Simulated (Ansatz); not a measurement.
**Two runs on Gd**

System: Gd (Im-3m, 1 atom in the cell).
Method of the first run: Kohn-Sham DFT of a periodic cell, PBE, all-electron LAPW, scalar-relativistic, spin-polarised (Ansatz 0.2.0).

The structure derives from an entry of the Crystallography Open Database. Text and figures count atoms from 1; the logs count them from 0 in places.

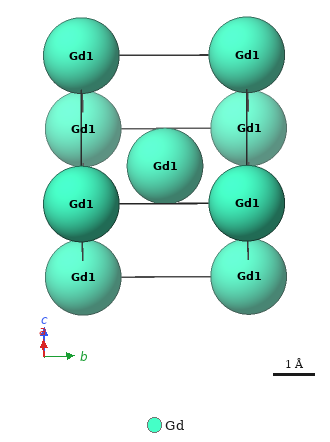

The structure (spheres-only view of the cell 2 times as large as that of the calculation, set on its symmetry axes, seen at an oblique angle; atoms are numbered from 1 in the order of the input).

### Input file, the first run
```yaml
crystal:
  lattice:
    - [-2.025, 2.025, 2.025]
    - [2.025, -2.025, 2.025]
    - [2.025, 2.025, -2.025]
  atoms:
    - { symbol: Gd, position: [0.0, 0.0, 0.0], spin: 7.0 }
kpoints:
  mp_grid: { grid: [9, 9, 9] }
scf:
  occupations: { method: gaussian, width: 0.1 }
hamiltonian:
  xc: pbe
  pseudopotentials: { kind: all_electron, lapw: { basis_error: 0.001 } }
magnetization:
  spin_polarized: true
output:
  forces: true
  stress: true
  eigenvalues: true
```

Command:
```bash
ansatz run input.yaml --threads 2 --pin off --max-ram 6144MiB --backend cpu --events-out ev --progress --plain --runs-dir out
```

Hardware: 2 threads of Intel Xeon @ 2.70GHz, 189 GiB of memory available, shared host.

### Output, shortened to warnings, some set-up lines, iterations and results (the first run)
```
Basis set: ecut = 163.30963888440007 eV, 141 PW (Γ), exchange–correlation at level 2
Symmetry: 48 space group operations
k-points: 35 of 729
Initial density: superposition of atomic densities (chi_scale 0.1, normalization cell)
[...]
SCF iter   1: F=—  HF=-306693.068425 eV  |F-HF|=—  |Δ(HF+E_count)|=         —  Δρ=9.85e-3 (↑8.09e-3 ↓9.85e-3)  dr2=2.23e-2  dr2_m=2.04e-2  M=7.525 μB ∫|m|=7.525 μB  β_m=0.30  …
SCF iter   2: F=—  HF=-306693.077676 eV  |F-HF|=—  |Δ(HF+E_count)|=   9.25e-3  Δρ=7.78e-3 (↑6.44e-3 ↓7.78e-3)  dr2=1.61e-2  dr2_m=1.26e-2  M=7.572 μB ∫|m|=7.572 μB  β_m=0.60  …
SCF iter   3: F=—  HF=-306693.181305 eV  |F-HF|=—  |Δ(HF+E_count)|=   1.04e-1  Δρ=1.25e-3 (↑1.19e-3 ↓1.25e-3)  dr2=1.26e-3  dr2_m=2.37e-4  M=7.618 μB ∫|m|=7.618 μB  β_m=0.48  …
SCF iter   4: F=—  HF=-306693.181789 eV  |F-HF|=—  |Δ(HF+E_count)|=   4.84e-4  Δρ=1.04e-3 (↑1.04e-3 ↓8.40e-4)  dr2=1.34e-3  dr2_m=7.41e-5  M=7.634 μB ∫|m|=7.634 μB  β_m=0.74  …
SCF iter   5: F=—  HF=-306693.194326 eV  |F-HF|=—  |Δ(HF+E_count)|=         —  Δρ=6.70e-4 (↑6.50e-4 ↓6.70e-4)  dr2=6.35e-4  dr2_m=3.85e-5  M=7.613 μB ∫|m|=7.613 μB  β_m=0.87  …
SCF iter   6: F=—  HF=-306693.196139 eV  |F-HF|=—  |Δ(HF+E_count)|=   1.81e-3  Δρ=1.36e-4 (↑1.36e-4 ↓1.31e-4)  dr2=2.55e-5  dr2_m=1.87e-6  M=7.602 μB ∫|m|=7.602 μB  β_m=0.90  …
SCF iter   7: F=—  HF=-306693.196264 eV  |F-HF|=—  |Δ(HF+E_count)|=   1.25e-4  Δρ=5.61e-5 (↑4.96e-5 ↓5.61e-5)  dr2=2.97e-6  dr2_m=4.61e-7  M=7.595 μB ∫|m|=7.595 μB  β_m=0.95  …
SCF iter   8: F=—  HF=-306693.196268 eV  |F-HF|=—  |Δ(HF+E_count)|=   3.38e-6  Δρ=1.55e-5 (↑1.33e-5 ↓1.55e-5)  dr2=1.89e-7  dr2_m=3.96e-8  M=7.593 μB ∫|m|=7.593 μB  β_m=0.97  …
SCF iter   9: F=—  HF=-306693.196268 eV  |F-HF|=—  |Δ(HF+E_count)|=   3.02e-7  Δρ=1.62e-6 (↑1.62e-6 ↓7.98e-7)  dr2=7.09e-10  dr2_m=2.86e-10  M=7.593 μB ∫|m|=7.593 μB  …
SCF iter  10: F=-306693.196268 eV  HF=-306693.196268 eV  |F-HF|=7.57e-9  |Δ(HF+E_count)|=   1.40e-9  Δρ=1.34e-6 (↑1.14e-6 ↓1.34e-6)  dr2=3.42e-10  dr2_m=3.82e-10  M=7.593 μB …
SCF 1 converged in 10 iterations: F = -306693.196268 eV  dr2 = 3.42e-10
SCF converged after 10 iterations
Magnetization: 7.5926 μB (17.7963 up, 10.2037 down)
Absolute magnetization: 7.5926 μB (∫|ρ↑−ρ↓|)
Spin contamination: 0.0060 ħ² per cell (⟨S²⟩ above its minimum at these occupations)
Per-site moments (μB) at R_I (Å): [(7.425647780675842, 1.7537014165312872)]
Free energy (F): -306693.196268 eV
Harris-Foulkes:  -306693.196268 eV  (|F-HF|=7.57e-9)
Internal energy: -306693.188209 eV  (E = F + TS)
E sigma→0 (E₀):  -306693.192238 eV
Entropy (-TS):   -0.008059 eV (-8.059 meV/atom)
Fermi energy:    14.193104 eV
--- Per-component energies (eV) ---
  E_band       = -1261.498862
  E_kinetic    = 333372.803316
  E_xc         = -6804.776870
  E_electrostatic = -633261.214654  (all electrons and nuclei)
  E_smearing   = -0.008059  (= −TS)
  E_closure    = 0.000000  (closes the sum)
  E_atoms      = -306679.178813  (free atoms, spherical and without spin; not in F)
  Σ components = -306693.196268   (vs F -306693.196268, Δ=0.00e0)
  Basis errors (estimates in eV, not in F): energy 2.3e-4 per atom: plane waves 2.0e-4 (1.0e-4 summed), levels above the bands 0.0e0, relativity 2.5e-7, radial functions 3.3e-5, core shells 5.6e-7; eigenvalues (radial functions only) 1.5e-6; not estimated: angular momenta, meshes, grids; target …
--- Forces (eV/Å), atoms counted from 1 ---
  atom   1  Gd    -0.00000000     0.00000000    -0.00000000
  max |Σ_I F_I| component: 6.57e-31 eV/Å
--- Stress (GPa, compression-positive) ---
       -0.100075      -0.000000      -0.000000
       -0.000000      -0.100075      -0.000000
       -0.000000      -0.000000      -0.100075
  P = ⅓ Tr σ = -0.1001 GPa (-1.001 kbar)
```

For the second run the input was changed thus:
```diff
-  xc: pbe
+  xc: rpbe
```

What does this change do to the results?

The total energies belong to different methods, so their difference says nothing on which is more stable or more accurate. The pressure goes from −0.10 to 1.63 GPa. The functional changes from PBE to RPBE. Along LDA, PBEsol, PBE and RPBE the binding weakens and the preferred volume grows, so the same cell is under more pressure with the later ones. The number of SCF iterations is the same.

### Output, shortened to warnings, some set-up lines, iterations and results (the second run)
```
Basis set: ecut = 163.3016701829998 eV, 141 PW (Γ), exchange–correlation at level 2
Symmetry: 48 space group operations
k-points: 35 of 729
Initial density: superposition of atomic densities (chi_scale 0.1, normalization cell)
[...]
SCF iter   1: F=—  HF=-306704.015978 eV  |F-HF|=—  |Δ(HF+E_count)|=         —  Δρ=9.85e-3 (↑8.04e-3 ↓9.85e-3)  dr2=2.45e-2  dr2_m=1.99e-2  M=7.519 μB ∫|m|=7.519 μB  β_m=0.30  …
SCF iter   2: F=—  HF=-306704.029352 eV  |F-HF|=—  |Δ(HF+E_count)|=   1.34e-2  Δρ=7.82e-3 (↑6.45e-3 ↓7.82e-3)  dr2=1.76e-2  dr2_m=1.24e-2  M=7.568 μB ∫|m|=7.568 μB  β_m=0.60  …
SCF iter   3: F=—  HF=-306704.138871 eV  |F-HF|=—  |Δ(HF+E_count)|=   1.10e-1  Δρ=1.30e-3 (↑1.26e-3 ↓1.30e-3)  dr2=1.49e-3  dr2_m=2.51e-4  M=7.622 μB ∫|m|=7.622 μB  β_m=0.48  …
SCF iter   4: F=—  HF=-306704.139557 eV  |F-HF|=—  |Δ(HF+E_count)|=   6.86e-4  Δρ=1.12e-3 (↑1.12e-3 ↓9.29e-4)  dr2=1.57e-3  dr2_m=9.39e-5  M=7.639 μB ∫|m|=7.639 μB  β_m=0.74  …
SCF iter   5: F=—  HF=-306704.151691 eV  |F-HF|=—  |Δ(HF+E_count)|=         —  Δρ=7.01e-4 (↑6.83e-4 ↓7.01e-4)  dr2=6.79e-4  dr2_m=4.60e-5  M=7.624 μB ∫|m|=7.624 μB  β_m=0.87  …
SCF iter   6: F=—  HF=-306704.153561 eV  |F-HF|=—  |Δ(HF+E_count)|=   1.87e-3  Δρ=1.21e-4 (↑1.21e-4 ↓1.20e-4)  dr2=2.19e-5  dr2_m=1.34e-6  M=7.617 μB ∫|m|=7.617 μB  β_m=0.90  …
SCF iter   7: F=—  HF=-306704.153626 eV  |F-HF|=—  |Δ(HF+E_count)|=   6.54e-5  Δρ=5.27e-5 (↑4.70e-5 ↓5.27e-5)  dr2=2.71e-6  dr2_m=3.96e-7  M=7.613 μB ∫|m|=7.613 μB  β_m=0.95  …
SCF iter   8: F=—  HF=-306704.153628 eV  |F-HF|=—  |Δ(HF+E_count)|=   2.49e-6  Δρ=1.49e-5 (↑1.29e-5 ↓1.49e-5)  dr2=1.84e-7  dr2_m=3.65e-8  M=7.611 μB ∫|m|=7.611 μB  β_m=0.98  …
SCF iter   9: F=—  HF=-306704.153629 eV  |F-HF|=—  |Δ(HF+E_count)|=   3.02e-7  Δρ=2.68e-6 (↑2.68e-6 ↓1.57e-6)  dr2=4.14e-9  dr2_m=3.24e-10  M=7.610 μB ∫|m|=7.610 μB  β_m=0.99 …
SCF iter  10: F=-306704.153629 eV  HF=-306704.153629 eV  |F-HF|=9.31e-10  |Δ(HF+E_count)|=   3.53e-8  Δρ=6.47e-7 (↑4.67e-7 ↓6.47e-7)  dr2=2.05e-10  dr2_m=2.52e-11  M=7.610 μB …
SCF 1 converged in 10 iterations: F = -306704.153629 eV  dr2 = 2.05e-10
SCF converged after 10 iterations
Magnetization: 7.6104 μB (17.8052 up, 10.1948 down)
Absolute magnetization: 7.6104 μB (∫|ρ↑−ρ↓|)
Spin contamination: 0.0059 ħ² per cell (⟨S²⟩ above its minimum at these occupations)
Per-site moments (μB) at R_I (Å): [(7.436848572916162, 1.7537014165312876)]
Free energy (F): -306704.153629 eV
Harris-Foulkes:  -306704.153629 eV  (|F-HF|=9.31e-10)
Internal energy: -306704.145642 eV  (E = F + TS)
E sigma→0 (E₀):  -306704.149636 eV
Entropy (-TS):   -0.007987 eV (-7.987 meV/atom)
Fermi energy:    14.296384 eV
--- Per-component energies (eV) ---
  E_band       = -1260.005334
  E_kinetic    = 333389.465750
  E_xc         = -6815.936211
  E_electrostatic = -633277.675181  (all electrons and nuclei)
  E_smearing   = -0.007987  (= −TS)
  E_closure    = 0.000000  (closes the sum)
  E_atoms      = -306690.376308  (free atoms, spherical and without spin; not in F)
  Σ components = -306704.153629   (vs F -306704.153629, Δ=0.00e0)
  Basis errors (estimates in eV, not in F): energy 2.3e-4 per atom: plane waves 1.9e-4 (1.0e-4 summed), levels above the bands 0.0e0, relativity 2.3e-7, radial functions 3.5e-5, core shells 5.5e-7; eigenvalues (radial functions only) 1.5e-6; not estimated: angular momenta, meshes, grids; target …
--- Forces (eV/Å), atoms counted from 1 ---
  atom   1  Gd    -0.00000000     0.00000000     0.00000000
  max |Σ_I F_I| component: 5.75e-31 eV/Å
--- Stress (GPa, compression-positive) ---
        1.633918       0.000000      -0.000000
        0.000000       1.633918      -0.000000
       -0.000000      -0.000000       1.633918
  P = ⅓ Tr σ = 1.6339 GPa (16.339 kbar)
```

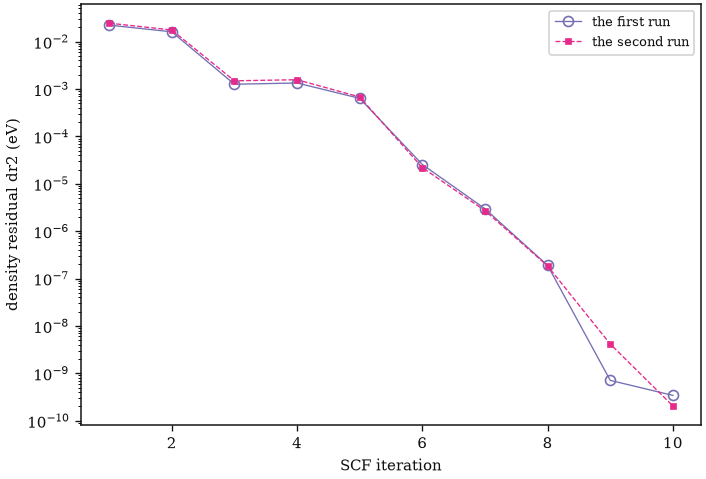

Convergence of the two runs: density residual dr2 against the SCF iteration. The first run takes 10 iterations in all, and the second run takes 10.

### The two runs side by side

```csv
quantity,the first run,the second run
outcome,converged,converged
free energy per atom (eV),−306693.1963,−306704.1536
"energy per atom, smearing taken to zero (eV)",−306693.1922,−306704.1496
gap on the mesh (eV),0.00,0.00
net moment of the cell (μB),7.59,7.61
absolute moment of the cell (μB),7.59,7.61
pressure (GPa),−0.10,1.63
largest force (eV/Å),0.000,0.000
SCF iterations,10,10
irreducible k-points,35,35
plane waves at Γ,141,141
wall time (shared host),10 s,9.9 s
```

For both runs: Points of doubt noted for this run: open f shell may end high.
